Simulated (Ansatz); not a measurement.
System: Yb.

Input

```
crystal:
  lattice:
    - [6.2370117361, 0.0, 0.0]
    - [-3.118505868, 5.4014106072, 0.0]
    - [0.0, 0.0, 3.7352340763]
  atoms:
    - { symbol: Yb, position: [0.0, 0.0, 0.0] }
    - { symbol: Yb, position: [0.3333333333, 0.6666666667, 0.5] }
    - { symbol: Yb, position: [0.6666666667, 0.3333333333, 0.5] }
hamiltonian:
  xc: rpbe
  pseudopotentials:
    kind: paw
    azcp:
      Yb: "pseudopotentials/Yb.paw.azcp"
basis:
  ecutwfc: 420
  fft_grid_basis: typed
kpoints:
  mp_grid: { grid: [7, 7, 10], shift: [0, 0, 0] }
magnetization:
  spin_polarized: false
scf:
  occupations: { method: fermi_dirac, width: 0.1 }
  lower_state_search: "off"
output:
  stress: true
  write_density: true
  write_potential: true
  elf: true
  volumetric_format: npy
```

Below, planes, directions and counts refer to the conventional cell (a = 6.24 Å, b = 6.24 Å, c = 3.74 Å, α = 90.00°, β = 90.00°, γ = 120.00°).

Space group P6/mmm; set up as Yb, omega (AlB2-type); a generated structure, not necessarily the stable one; changed on purpose from its base cell (volume × 1.08); computed without spin polarisation; no Hubbard U on the f states and no spin–orbit coupling.

The calculation used Ansatz 0.2.0, DFT, RPBE, plane waves (420 eV) with PAW, scalar-relativistic.

### Predict the valence pseudo-density and electron localisation function between the atoms.

Yb–Yb (3.74 Å): ρ at the midpoint is about 0.06 e/Å³; the ELF is about 0.15 at the midpoint (no localised pair shows between them).

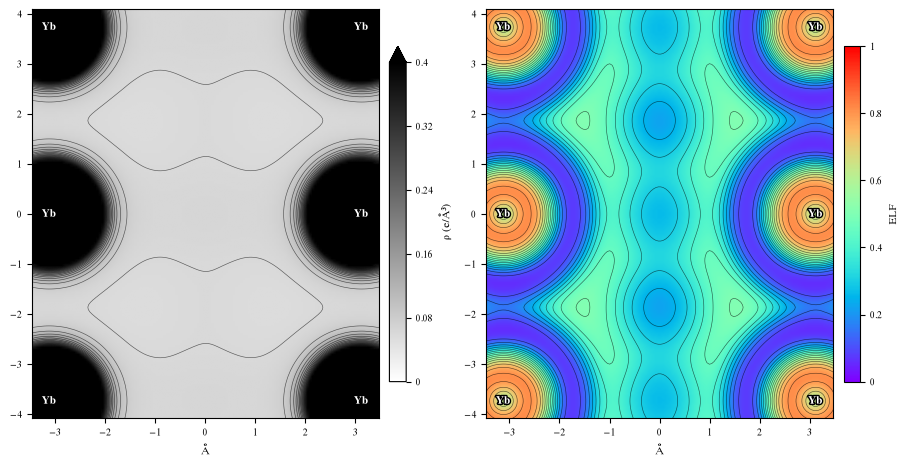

Computed valence pseudo-density and electron localisation function on the (100) plane of the conventional cell, in this order. 

The density is the valence pseudo-density of a PAW calculation; it isn't the true density close to the nuclei.
